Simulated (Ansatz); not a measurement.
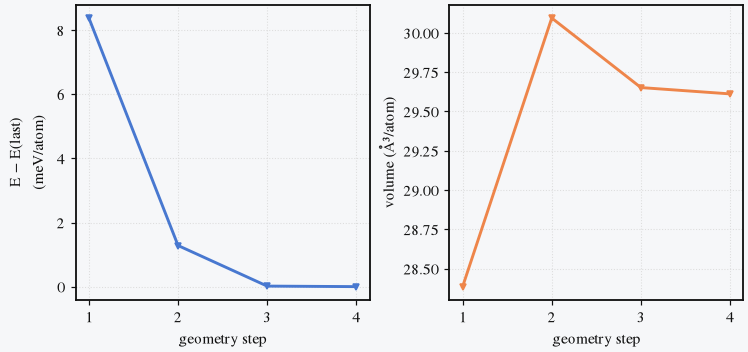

History of a geometry optimisation. Atoms and cell relax. A closing SCF on a freshly chosen basis isn't drawn.

```
crystal:
  lattice:
    - [0.0, 3.050473, 3.050473]
    - [3.050473, 0.0, 3.050473]
    - [3.050473, 3.050473, 0.0]
  atoms:
    - { symbol: Hg, position: [0.0, 0.0, 0.0] }
    - { symbol: Se, position: [0.25, 0.25, 0.25] }
  symmetry: { tolerance: 0.0003 }
kpoints:
  mp_grid: { grid: [5, 5, 5], shift: [0, 0, 0] }
magnetization:
  spin_polarized: false
scf:
  occupations: { method: gaussian, width: 0.05 }
  mixing: { preconditioner: local_kerker }
hamiltonian:
  pseudopotentials: { kind: paw }
  xc: r2scan
basis:
  ecutwfc: 500
output:
  forces: true
  stress: true
  eigenvalues: true
  write_density: true
  write_potential: true
  elf: true
  volumetric_format: npy
relax:
  max_steps: 40
  cell: {}
```

Command:
```bash
ansatz run input.yaml --threads 1 --pin off --max-ram 2560MiB --backend cpu --events-out ev --progress --plain --runs-dir out
```

How did the optimisation end?

Answer. The optimisation met its thresholds at geometry 4, counting the start as the first. The energy fell by about 8.4 meV/atom from the first step to the last. All forces vanish by symmetry, so only the cell moves.

What happens to the cell?

Answer. The volume grows from 28.4 to 29.6 Å³ per atom (+4 %), overshooting to 30.1 at step 2. The start was compressed.
